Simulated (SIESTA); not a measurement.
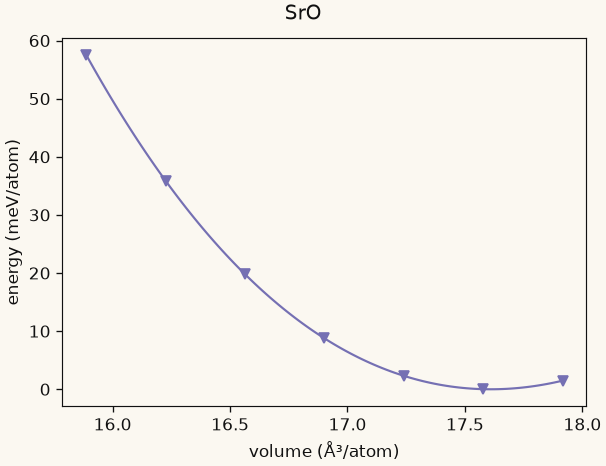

Plotted: energy against volume for SrO, space group Fm-3m (No. 225).

Structure:
```xyz
2
Lattice="0.0000 2.5663 2.5663 2.5663 0.0000 2.5663 2.5663 2.5663 0.0000" Properties=species:S:1:pos:R:3 pbc="T T T"
Sr    2.5663    2.5663    2.5663
O     0.0000    0.0000    0.0000
```

How it was computed, with SIESTA 5.4.2: DFT in numerical atomic orbitals with pseudopotentials, no spin polarisation; energies at scaled volumes of the given cell, shape and fractions fixed, counted from the fit's minimum, third-order Birch-Murnaghan fit. Level: PBE.

k mesh 9×9×9; occupations Fermi–Dirac; smearing width 0.05 eV; potentials PseudoDojo 0.4 standard, converted to PSML, two zetas on semicore shells; program settings basis DZP, mesh cutoff 800 Ry.

This calculation gives: equilibrium volume 17.61 Å³/atom and bulk modulus 92.0 GPa.

Now the level changes from PBE to PBEsol. How do these quantities change?

The equilibrium volume falls from 17.61 to 16.90 Å³/atom (−4.0 %) and the bulk modulus rises from 92.0 to 99.9 GPa (+8.6 %).

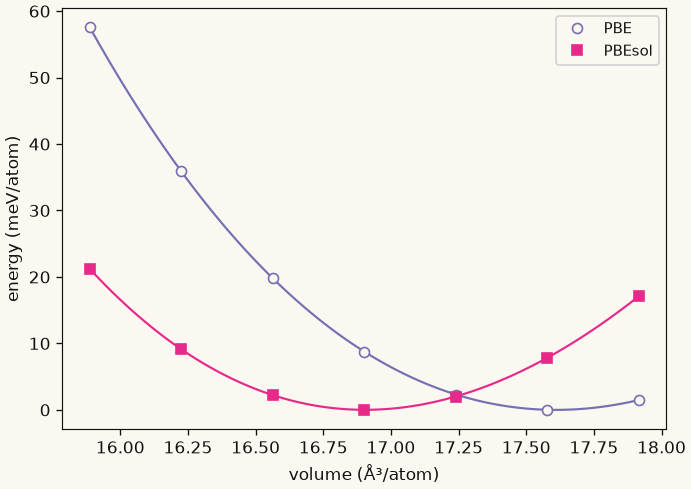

The two results together.

For both, limits of the calculation: mulliken charges of long orbitals.

V0 and the bulk modulus come from third-order Birch–Murnaghan fits.
